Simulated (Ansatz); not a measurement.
## Where Mg_Si puts its levels in the gap of SiC (F-43m)

Charge states of Mg_Si in SiC (F-43m), set against the band edges. Model: a cell of 54 host atoms with 1 Si taken out and 1 Mg put in.

Program: Ansatz 0.2.0. Level of theory: place-levels on r2SCAN runs: charge-transition levels and formation energies with image-charge correction and potential alignment at the atomic sites; PAW set soft_1. Results are calculated unless marked as measured.

**Measured values to reproduce.**

For SiC, cubic 3C zincblende (literature value), “Insight into the structural, elastic and electronic properties of a new orthorhombic 6O-SiC polytype” (2020, pmc:7200658) quotes earlier work: band gap (indirect gap) 2.4 eV [literature value; measurement temperature and method not stated].

## (1) The structure

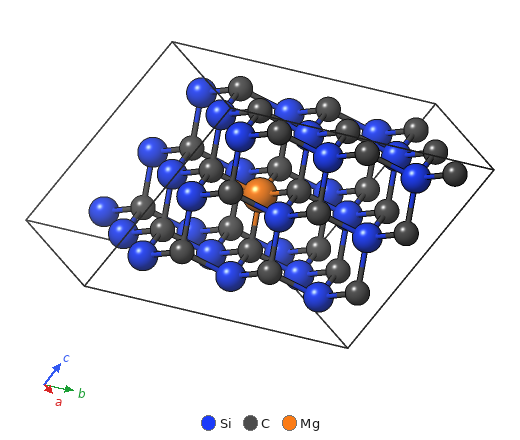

The starting structure, seen from a free direction (silicon blue, carbon dark grey, magnesium orange).

The cell holds 54 atoms: 26 Si, 27 C and 1 Mg. Cell: a = 9.242 Å, b = 9.242 Å, c = 9.242 Å, α = 60.0°, β = 60.0°, γ = 60.0°. It derives from SiC (space group F-43m). Nearest the centre at fractional (0.333, 0.667, 0.667): Mg35 at 0.00 Å, C30 at 1.89 Å, C34 at 1.89 Å, C36 at 1.89 Å, C18 at 1.89 Å, Si25 at 3.08 Å, Si23 at 3.08 Å, Si13 at 3.08 Å.

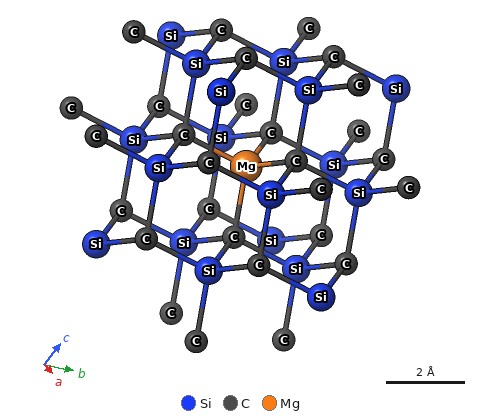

The atoms within 5 Å of the centre.

As a file:

```xyz
54
Lattice="0.0000 6.5349 6.5349 6.5349 0.0000 6.5349 6.5349 6.5349 0.0000" Properties=species:S:1:pos:R:3 pbc="T T T"
Si    0.0000    0.0000    0.0000
C     1.0891    1.0891    1.0891
Si    2.1783    2.1783    0.0000
C     3.2674    3.2674    1.0891
Si    4.3566    4.3566    0.0000
C     5.4457    5.4457    1.0891
Si    2.1783    0.0000    2.1783
C     3.2674    1.0891    3.2674
Si    4.3566    2.1783    2.1783
C     5.4457    3.2674    3.2674
Si    6.5349    4.3566    2.1783
C     7.6240    5.4457    3.2674
Si    4.3566    0.0000    4.3566
C     5.4457    1.0891    5.4457
Si    6.5349    2.1783    4.3566
C     7.6240    3.2674    5.4457
Si    8.7132    4.3566    4.3566
C     9.8023    5.4457    5.4457
Si    0.0000    2.1783    2.1783
C     1.0891    3.2674    3.2674
Si    2.1783    4.3566    2.1783
C     3.2674    5.4457    3.2674
Si    4.3566    6.5349    2.1783
C     5.4457    7.6240    3.2674
Si    2.1783    2.1783    4.3566
C     3.2674    3.2674    5.4457
Si    4.3566    4.3566    4.3566
C     5.4457    5.4457    5.4457
Si    6.5349    6.5349    4.3566
C     7.6240    7.6240    5.4457
Si    4.3566    2.1783    6.5349
C     5.4457    3.2674    7.6240
Si    6.5349    4.3566    6.5349
C     7.6240    5.4457    7.6240
Mg    8.7132    6.5349    6.5349
C     9.8023    7.6240    7.6240
Si    0.0000    4.3566    4.3566
C     1.0891    5.4457    5.4457
Si    2.1783    6.5349    4.3566
C     3.2674    7.6240    5.4457
Si    4.3566    8.7132    4.3566
C     5.4457    9.8023    5.4457
Si    2.1783    4.3566    6.5349
C     3.2674    5.4457    7.6240
Si    4.3566    6.5349    6.5349
C     5.4457    7.6240    7.6240
Si    6.5349    8.7132    6.5349
C     7.6240    9.8023    7.6240
Si    4.3566    4.3566    8.7132
C     5.4457    5.4457    9.8023
Si    6.5349    6.5349    8.7132
C     7.6240    7.6240    9.8023
Si    8.7132    8.7132    8.7132
C     9.8023    9.8023    9.8023
```

The host's dielectric constants go in as inputs: 7.06 for the electrons alone, 10.43 with the ions, computed on the host (DFPT, PBEsol, on the r2SCAN cell), and a cell off the functional's own equilibrium shifts the ionic part.

The cell's shortest repeat is 9.2 Å.

## (2) What was run first

A transition level is the Fermi level at which two charge states cost the same, so each charge needs its own total energy, at its own relaxed structure.

Each atom starts 0.05 Å or so off its site in a random direction: a symmetric start keeps its symmetry, and would miss off-centre moves and Jahn–Teller distortions. Forces are taken on a 2×2×2 shifted mesh. The cell holds 2 electrons more than the neutral one, with a uniform background that keeps it neutral on the whole.

The sampling was tested on the host first: at the k-points planned (1x1x1 shifted 0.25 0.25 0.25) its energy lies 0.119 eV an atom from the dense-mesh value, so the final energies take a denser sampling.

One of the inputs; charge, spin and start change from state to state.

Contents of qm2.relax/input.yaml:

```yaml
crystal:
  lattice:
    - [0.0, 2.17829624, 2.17829624]
    - [2.17829624, 0.0, 2.17829624]
    - [2.17829624, 2.17829624, 0.0]
  atoms:
    - { symbol: Si, position: [0.0, 0.0, 0.0] }
    - { symbol: C, position: [0.25, 0.25, 0.25] }
  supercell: [3, 3, 3]
  defects: [{ substitution: { at: 34, symbol: Mg } }]
total_charge: -2
basis:
  ecutwfc: 500
  xc_grid: 2
hamiltonian:
  xc: r2scan
  pseudopotentials: { kind: paw, azcp: { folder: soft_1 } }
kpoints:
  mp_grid: { grid: [2, 2, 2], shift: [0.5, 0.5, 0.5] }
scf:
  occupations: { method: fixed }
  max_iter: 80
output:
  forces: true
  charged_corrections: { epsilon: 7.06, static_epsilon: 10.43 }
relax:
  f_tol: 0.02
  max_steps: 80
  random_displacement: { amplitude: 0.05, seed: 660 }
checkpoint:
  write: "../qm2.relax.run"
  compress: false
  write_wavefunctions: true
  write_every: 100000
```

On the command line:

```
$ ansatz run input.yaml --threads 4 --pin off --max-ram 7536MiB --backend cpu --events-out ev --progress --plain --runs-dir out
```

The run of this state that the levels use, under r2SCAN:

Contents of qm2.point/input.yaml:

```yaml
crystal:
  checkpoint: "../qm2.relax.run"
  host: checkpoint
total_charge: -2
basis:
  ecutwfc: 500
  xc_grid: 2
hamiltonian:
  xc: r2scan
  pseudopotentials: { kind: paw, azcp: { folder: soft_1 } }
kpoints:
  mp_grid: { grid: [2, 2, 2], shift: [0.5, 0.5, 0.5] }
scf:
  occupations: { method: fixed }
  max_iter: 80
output:
  forces: true
  eigenvalues: true
  charged_corrections:
    epsilon: 7.06
    static_epsilon: 10.43
    defect_position: [0.333333, 0.666667, 0.666667]
  eigenstates: { localisation: true }
  populations: true
  band_densities: [{ bands: [v1, v1] }, { bands: [c1, c1] }]
  write_density: true
  write_potential: true
  volumetric_format: npy
checkpoint:
  read: "../qm2.relax.run"
  write: "../qm2.point.run"
  compress: false
  write_wavefunctions: false
  write_every: 100000
```

Relaxations under r2SCAN at a 2×2×2 shifted mesh; times on 4 threads of Arm Neoverse V1, shared host:

```
charge  moment (μB)  occupations    outcome  steps  largest displacement against the far atoms (Å)     time
    −2            0        fixed  converged      5                                            0.16  2.1 min
    −1            1        fixed  converged      9                                            0.20   11 min
     0            0        fixed  converged      6                                            0.22  6.1 min
     0            2        fixed  converged      6                                            0.20  6.3 min
    +1            1        fixed  converged      8                                            0.23  7.7 min
    +1            3        fixed  converged      6                                            0.22  6.4 min
```

Single points under r2SCAN at a 2×2×2 shifted mesh; times on 4 threads of Arm Neoverse V1, shared host:

```
charge  moment (μB)  occupations    outcome  time
    −2            0        fixed  converged  32 s
    −1            1        fixed  converged  51 s
     0            0        fixed  converged  36 s
     0            2        fixed  converged  60 s
    +1            1        fixed  converged  54 s
    +1            3        fixed  converged  54 s
```

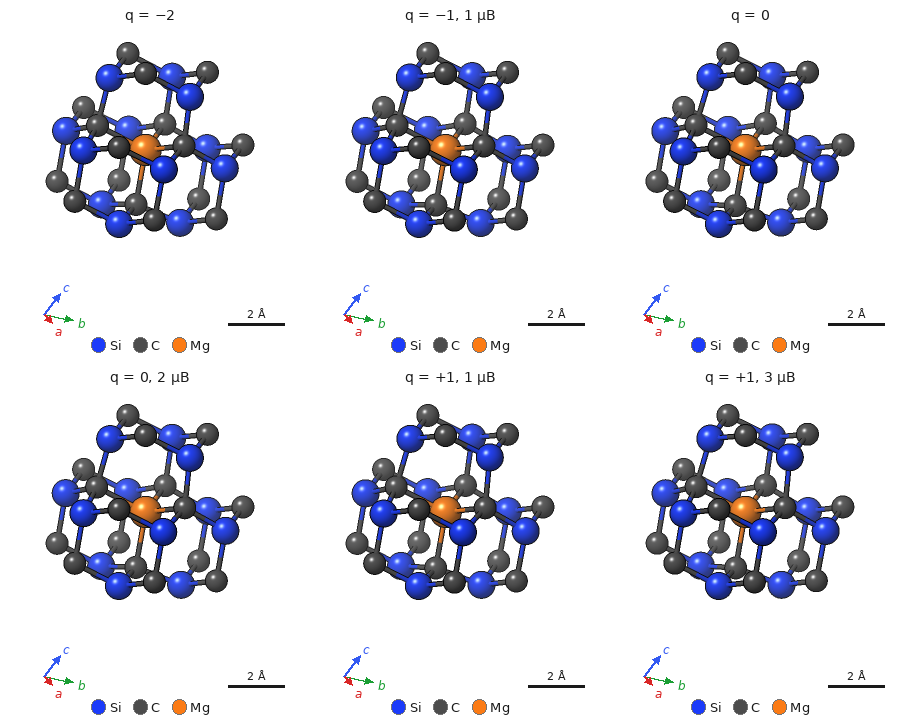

The structures near the centre after relaxation with r2SCAN, by charge.

Distances (Å) from Mg35 to the nearest atoms after relaxation with r2SCAN:

```
charge  moment (μB)      1.      2.      3.      4.       5.       6.
    −2            0  C 2.05  C 2.05  C 2.05  C 2.05  Si 3.07  Si 3.07
    −1            1  C 2.04  C 2.07  C 2.07  C 2.09  Si 3.06  Si 3.07
     0            0  C 2.04  C 2.10  C 2.10  C 2.10  Si 3.07  Si 3.07
     0            2  C 2.08  C 2.09  C 2.09  C 2.09  Si 3.09  Si 3.09
    +1            1  C 2.11  C 2.11  C 2.11  C 2.11  Si 3.09  Si 3.09
    +1            3  C 2.11  C 2.11  C 2.11  C 2.11  Si 3.10  Si 3.10
```

## (3) Placing the levels, r2SCAN

A charged cell interacts with its images and the background, and its potential has another zero than the host's. place-levels removes the first by a point-charge model, screened by the static dielectric constant since the ions have relaxed around the charge, and the second by comparing potentials at atoms far from the defect.

The host is a run of the defect-free crystal in the same cutoffs, grids and k-points, so that basis and sampling errors cancel in part in the differences. The host is run in a cell of 2 atoms on a matching mesh. Its band edges are searched through the zone by a band path, so the gap is smaller than, or equal to, that on the mesh. Chemical potentials are energies per atom of Si (diamond) and Mg (hcp), run with the same functional and cutoff.

Contents of levels.point.yaml:

```yaml
host:
  run: host.point.run
states: [qm2.point.run, qm1_M1.point.run, q0.point.run, q0_M2.point.run, qp1_M1.point.run, qp1_M3.point.run]
geometry_from:
  qm2.point.run: qm2.relax.run
  qm1_M1.point.run: qm1_M1.relax.run
  q0.point.run: q0.relax.run
  q0_M2.point.run: q0_M2.relax.run
  qp1_M1.point.run: qp1_M1.relax.run
  qp1_M3.point.run: qp1_M3.relax.run
  host.point.run: host.relax.run
chemical_potentials:
  Si:
    energy: -639.06578
    dataset: <sha256 of the dataset>
  Mg:
    energy: -1926.407918
    dataset: "<sha256 of the dataset>"
```

On the command line:

```
$ ansatz place-levels levels.point.yaml -- --threads 4 --pin off --max-ram 7536MiB
```

Numbers of over 12 decimals in the logs are rounded to 6 here.

What it wrote:

```text
[... repeated set-up lines and file paths are left out, and long positions are rounded to six places ...]
(+1/0) 0.036 eV beneath the valence edge, in the valence band
(0/-1) 0.796 eV above the valence edge, 0.914 eV under the conduction edge
(-1/-2) 1.207 eV above the valence edge, 0.503 eV under the conduction edge
formation energy of charge +1: +4.434 eV with the Fermi level at the valence edge
formation energy of charge 0: +4.398 eV with the Fermi level at the valence edge
formation energy of charge -1: +5.193 eV with the Fermi level at the valence edge
formation energy of charge -2: +6.400 eV with the Fermi level at the valence edge
  edges by r2scan, gap 1.710 eV; the host is sampled to repeats of 18.48 Å
  the defect's cells are sampled to repeats of 18.48 Å, like sampling
  charge +1: -25358.2031 eV with its correction of +0.075 eV, at epsilon 10.43, aligned at sites: -0.1667 eV, mean over 19 atomic sites at or beyond 4.62 Å from the defect at [0.3333, 0.6667, 0.6667], with +0.000000 for the charge's moments and without [...]
  charge 0: +0.000 eV for its dipole among its images, +0.000 omitted
  charge -1: -25338.6885 eV with its correction of +0.273 eV, at epsilon 10.43, aligned at sites: -0.0310 eV, mean over 19 atomic sites at or beyond 4.62 Å from the defect at [0.3333, 0.6667, 0.6667], with +0.000000 for the charge's moments and without [...]
  charge -2: -25328.1038 eV with its correction of +0.922 eV, at epsilon 10.43, aligned at sites: +0.0233 eV, mean over 19 atomic sites at or beyond 4.62 Å from the defect at [0.3333, 0.6667, 0.6667], with +0.000000 for the charge's moments and without [...]
  charge +1: states[5] (qp1_M3.point.run) stands 0.122 eV higher, with a moment of 3.00 μB against 1.00
  charge 0: states[2] (q0.point.run) stands 0.333 eV higher, with a moment of 0.00 μB against 2.00
  of states[4] (qp1_M1.point.run): how wide its charge is, is not read beside other atoms or cores, and a band state would take no correction. [...]
  of states[3] (q0_M2.point.run): stability_check_not_made
  of states[1] (qm1_M1.point.run): how wide its charge is, is not read beside other atoms or cores, and a band state would take no correction. [...]
  of states[0] (qm2.point.run): how wide its charge is, is not read beside other atoms or cores, and a band state would take no correction. [...]
  of states[5] (qp1_M3.point.run): how wide its charge is, is not read beside other atoms or cores, and a band state would take no correction. [...]
  of states[2] (q0.point.run): the far atoms show a dipole or second moment of the defect's charge, for which the correction takes or leaves out 0.187 eV: further moments aren't read, and the relaxed atoms' own pattern can pass for one, so compare a larger [...]
```

Elapsed: 0.35 s, on 4 threads of Arm Neoverse V1, shared host.

Levels between the charges placed, in eV above the valence top:

```
        gap (eV)  (+1/0)  (0/−1)  (−1/−2)
r2SCAN      1.71   -0.04    0.80     1.21
```

Corrections by state:

```
charge  moment (μB)  image terms and alignment (eV)  band filling (eV)  ε used  over the lowest of its charge, as the program ranks them, band filling apart (eV)
    +1          1.0                           0.075                  -   10.43                                                                              0.000
     0          2.0                           0.000                  -       -                                                                              0.000
    −1          1.0                           0.273                  -   10.43                                                                              0.000
    −2          0.0                           0.922                  -   10.43                                                                              0.000
    +1          3.0                           0.116                  -   10.43                                                                              0.122
     0          0.0                           0.000                  -       -                                                                              0.333
```

From the program's caveats on the states, each cut to its opening words:

- charge +1 (1 μB), −1 (1 μB), −2, +1 (3 μB): how wide its charge is, is not read beside other atoms or cores, and a band state would take no correction
- charge +1 (1 μB): its alignment with the host at atomic sites is doubtful: the mean over the far sites moves by -0.1573 eV from their farther parts to their nearer, more than [...]
- charge +1 (1 μB), −1 (1 μB), 0: filled levels lie above empty ones at the fixed electron count
- charge +1 (1 μB), 0 (2 μB), −1 (1 μB), +1 (3 μB): flagged: stability check not made
- charge −1 (1 μB): its alignment with the host at atomic sites is doubtful: the mean over the far sites moves by +0.1641 eV from their farther parts to their nearer, more than [...]
- charge −2: its alignment with the host at atomic sites is doubtful: the mean over the far sites moves by +0.3175 eV from their farther parts to their nearer, more than [...]
- charge +1 (3 μB): its alignment with the host at atomic sites is doubtful: the mean over the far sites moves by -0.1108 eV from their farther parts to their nearer, more than [...]
- charge 0: the far atoms show a dipole or second moment of the defect's charge, for which the correction takes or leaves out 0.187 eV: further moments aren't read, and [...]

The host's formation energy from the elements is -0.356 eV per atom; it sets how far the chemical potentials can move.

Limit set by the element alone; other compounds of these elements are not counted. Chemical potentials from the elements' reference states: C 0.00 eV, Si -0.71 eV, Mg 0.00 eV. Formation energies (C-rich), with the Fermi level at the valence top and at the conduction bottom (gap 1.71 eV):

```
charge  at valence top (eV)  at conduction bottom (eV)  correction included (eV)
    +1                 3.72                       5.43                      0.08
     0                 3.69                       3.69                      0.00
    −1                 4.48                       2.77                      0.27
    −2                 5.69                       2.27                      0.92
```

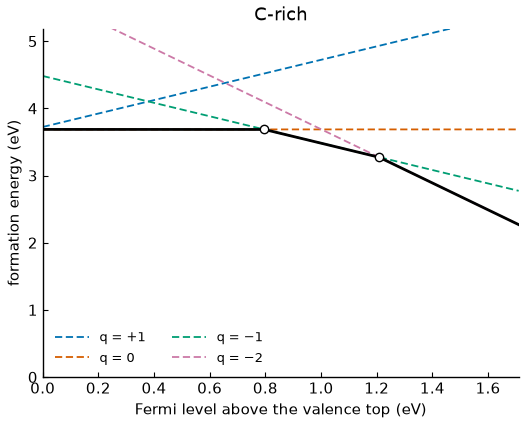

Formation energy against Fermi level; the thick line follows the lowest charge state and circles mark the transition levels.

Limit set by the element alone; other compounds of these elements are not counted. Chemical potentials from the elements' reference states: Si 0.00 eV, C -0.71 eV, Mg 0.00 eV. Formation energies (Si-rich), with the Fermi level at the valence top and at the conduction bottom (gap 1.71 eV):

```
charge  at valence top (eV)  at conduction bottom (eV)  correction included (eV)
    +1                 4.43                       6.14                      0.08
     0                 4.40                       4.40                      0.00
    −1                 5.19                       3.48                      0.27
    −2                 6.40                       2.98                      0.92
```

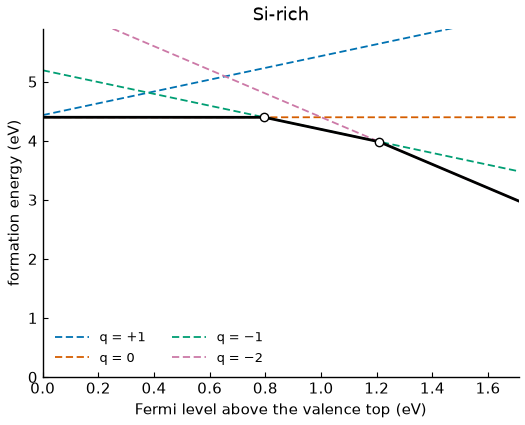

Formation energy against Fermi level; the thick line follows the lowest charge state and circles mark the transition levels.

The charge transition levels (eV, zero at the valence-band top of the host):

```
       conduction bottom  valence top
Mg_Si               1.71         0.00
```

```
         level  energy (eV)
Mg_Si   (+1/0)        -0.04
Mg_Si   (0/−1)         0.80
Mg_Si  (−1/−2)         1.21
```

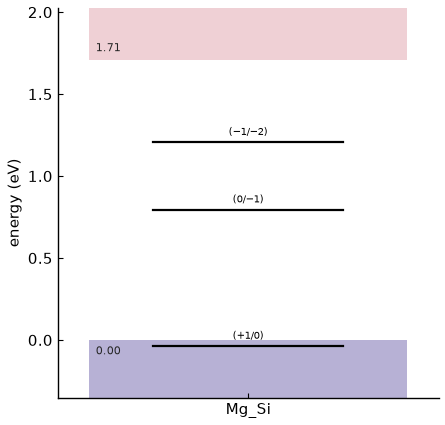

Charge transition levels. Shaded: valence and conduction bands.

## (4) Results

```yaml
gap_of_the_host: 1.71 eV (r2SCAN)
level_plus_1_over_0: 0.04 eV below the valence top
level_0_minus_1: 0.80 eV above the valence top
level_minus_1_minus_2: 1.21 eV above the valence top
lowest_of_the_charges_placed_just_above_the_valence_top_0p02_ev: 0
lowest_of_the_charges_placed_just_below_the_conduction_bottom_0p02_ev: −2
lowest_formation_energy_at_mid_gap_of_the_charges_run_c_rich: 3.63 eV
lowest_formation_energy_at_mid_gap_of_the_charges_run_si_rich: 4.34 eV
```

In words: Of the charges placed (−2, −1, 0 and +1), the lowest changes at 0.80 eV (0/−1) and 1.21 eV (−1/−2) above the valence top, in a gap of 1.71 eV. (−1/−2) lies nearer to a band edge than the share of the finite-size correction in it (0.65 eV), and that correction holds for a localised charge alone. (+1/0) lies 0.04 eV from a band edge, less than the doubt on such levels. Charges below −2 were not placed, so these runs say nothing of levels that involve them. States placed: +1 at 1 μB and 3 μB; 0 at 2 μB and 0 μB; −1 at 1 μB; −2 at 0 μB. Other spin states or structures, where not listed, weren't placed. Mg is taken at its element; compounds, which aren't counted here, bound the chemical potentials and would shift these formation energies. The program doubts the alignment of potentials for at least one state, a sign that the cell is small. Keep in mind: r2SCAN makes the gap too small and tends to spread out bound carriers.

Calculation against experiment:

| quantity | measured | r2SCAN |
| --- | --- | --- |
| band gap (least gap of the host) (eV) | 2.4 | 1.71 (-0.69 eV) |

Measured values from pmc:7200658 (2020).

**Verdict.** The band gap is off by -0.69 eV: a clear miss. Local and semilocal functionals usually give gaps below the measured ones. Zero-point and thermal motion shift the measured gap.

[Logs are printed without paths, hosts, clocks, repeated set-up lines and the standing remarks that a program may print on its own settings, such as how far it seeks lower states.]

[Hosts, paths, dates, database ids (printed as entryN), source tags and the programs' standing remarks are cut or masked in the printed files.]

[Where a table of states has a column of steps, it counts the stored structures, which are thinned; the runs took as many ionic steps or more.]

[A defect's name tells the site on which it was built; relaxed atoms can leave that site.]

[For some hosts the program warned that the k-mesh of the response run may be too coarse for force constants and the static dielectric constant; such warnings are not shown here.]
